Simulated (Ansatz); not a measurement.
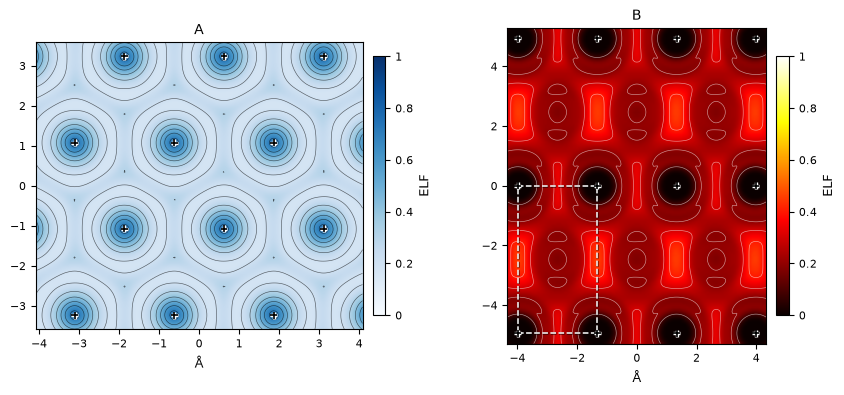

The electron localisation function of 2 systems, each on a plane through atoms (crosses mark nuclei in the plane).

Computed with DFT PBEsol, scalar-relativistic, plane waves, PAW in Ansatz.

System 1: Zn, the (100) plane of the conventional cell. Space group P6₃/mmc; started from the hcp prototype; computed pressure about −5 GPa in this cell.

```xyz
2
Lattice="2.6600 0.0000 0.0000 -1.3300 2.3036 0.0000 0.0000 0.0000 4.9370" Properties=species:S:1:pos:R:3 pbc="T T T"
Zn    0.0000    1.5358    3.7027
Zn    1.3300    0.7679    1.2342
```

System 2: Ni, the (001) plane of the calculation cell. Space group Fm-3m; started from the fcc prototype; computed pressure about −10 GPa in this cell; the program warned that a lower state may break the symmetry and a starting moment wasn't kept; spin-polarised.

```yaml
crystal:
  lattice:
    - [0.00000, 1.76000, 1.76000]
    - [1.76000, 0.00000, 1.76000]
    - [3.52001, 3.52001, 0.00000]
  atoms:
    - { symbol: Ni, position: [0.00000, 0.00000, 0.00000] }
    - { symbol: Ni, position: [0.00000, 0.00000, 0.50000] }
```

**Match each panel to its system.**

Panel A is system 2, Ni: the plane holds Ni. Ni–Ni (2.49 Å): the ELF is about 0.25 at the midpoint: no shared electron pair shows on this line. Panel B is system 1, Zn: the plane holds Zn. Zn–Zn (2.66 Å): the ELF is about 0.35 at the midpoint.
